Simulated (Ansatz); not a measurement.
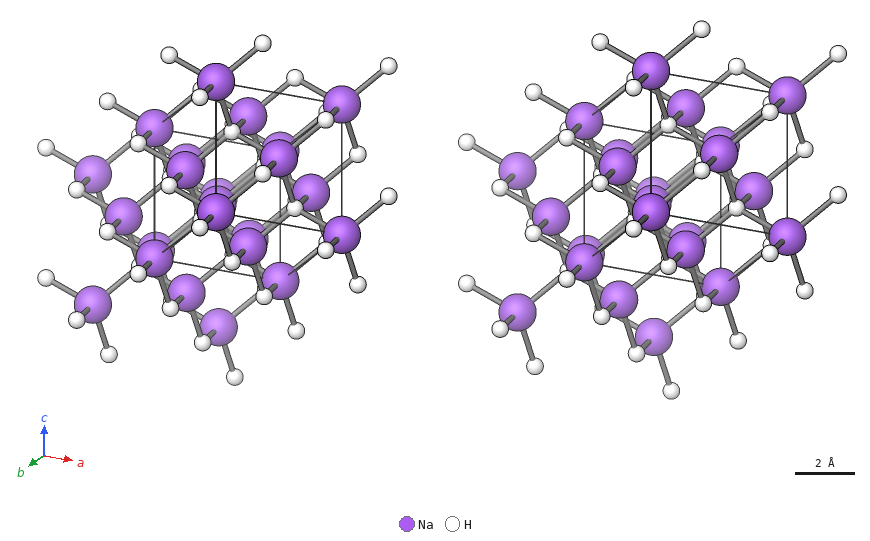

Two geometries of solid NaH (built on the BP-216 type type), drawn at one scale. One is the start of a relaxation, the other its converged end. The picture is a ball-and-stick view of the conventional cell (4 times the calculation's cell), repeated 1 × 2 × 1 with one cell outlined, seen from a free direction. Lengths and directions refer to the drawn axes.

Theory: DFT, PBEsol, plane waves, PAW in Ansatz 0.2.0. Settings: plane-wave cutoff 420 eV; k-point mesh 8 × 8 × 8; occupations fermi dirac; smearing width 0.03 eV; no spin polarisation; cell and atoms relaxed; force threshold 0.01 eV/Å; at most 120 steps.

> Which one is relaxed?

The right one is the relaxed one. Over 4 accepted moves (6 points after the start) the energy falls by 0.131 eV per cell of the calculation. All forces vanish by symmetry, so only the cell relaxes. The pressure goes from 6.79 to 0.04 GPa. The SCF was repeated twice at an unchanged geometry on a basis and grid sized afresh for the cell, which shifted the energy by 5.3 meV per cell of the calculation at most. No atom moves by more than 0.005 Å relative to the cell. The volume changes by +27.3 %, with a = b = c 4.773 → 5.173 Å (+8.4 %). Some distances before and after: H–Na 2.067 → 2.240 Å. The space group stays F-43m (No. 216).
